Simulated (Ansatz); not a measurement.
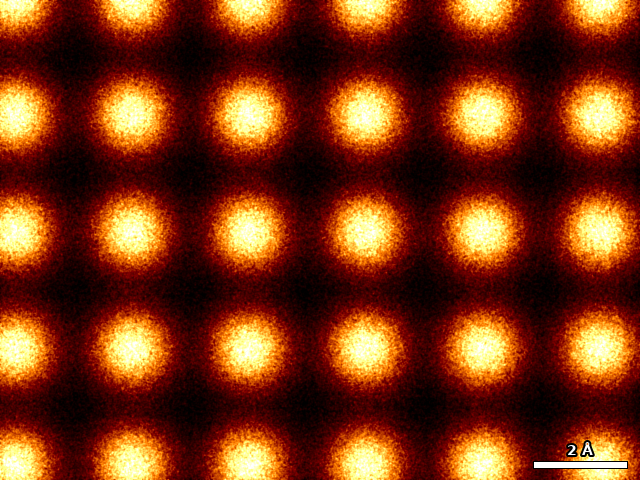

An image along [001] of one of the structures below (computed or model cells, partly hypothetical, each in its standard cell). Simulation: incoherent imaging, intensity Z^1.8 per atom, probe width 1.30 Å, thin sample. Shot noise was added.

A. Rh
Space group Fm-3m (No. 225). a = 3.902 Å, b = 3.902 Å, c = 3.902 Å, α = 90.00°, β = 90.00°, γ = 90.00°
```json
{"atom": "Rh", "site": "4a", "symmetry": "m-3m", "x": "0.0000", "y": "0.0000", "z": "0.0000"}
```

B. Si
Space group P6_3/mmc (No. 194). a = 2.710 Å, b = 2.710 Å, c = 4.567 Å, α = 90.00°, β = 90.00°, γ = 120.00°
```
atom  site  symmetry       x       y       z
  Si    2c      -6m2  0.3333  0.6667  0.2500
```

C. Rh
Space group Pm-3m (No. 221). a = 2.556 Å, b = 2.556 Å, c = 2.556 Å, α = 90.00°, β = 90.00°, γ = 90.00°
```tsv
atom	site	symmetry	x	y	z
Rh	1a	m-3m	0.0000	0.0000	0.0000
```

D. Rh
Space group Cmcm (No. 63). a = 2.628 Å, b = 7.980 Å, c = 2.658 Å, α = 90.00°, β = 90.00°, γ = 90.00°
| atom | site | symmetry | x | y | z |
| --- | --- | --- | --- | --- | --- |
| Rh | 4c | m2m | 0.0000 | 0.6351 | 0.2500 |

Question: Which of them gives this image?

Answer: C, Rh. Along [001] the projected cells are A 1.95 × 1.95 Å, 90°; B 2.71 × 2.71 Å, 120°; C 2.56 × 2.56 Å, 90°; D 2.63 × 4.20 Å, 108°. The image repeats as C does.

Structure C: coordinates from a relaxation with DFT, RPBE, plane waves (420 eV) with PAW, scalar-relativistic in Ansatz; the starting structure was generated, so it need not be a known form of this composition.
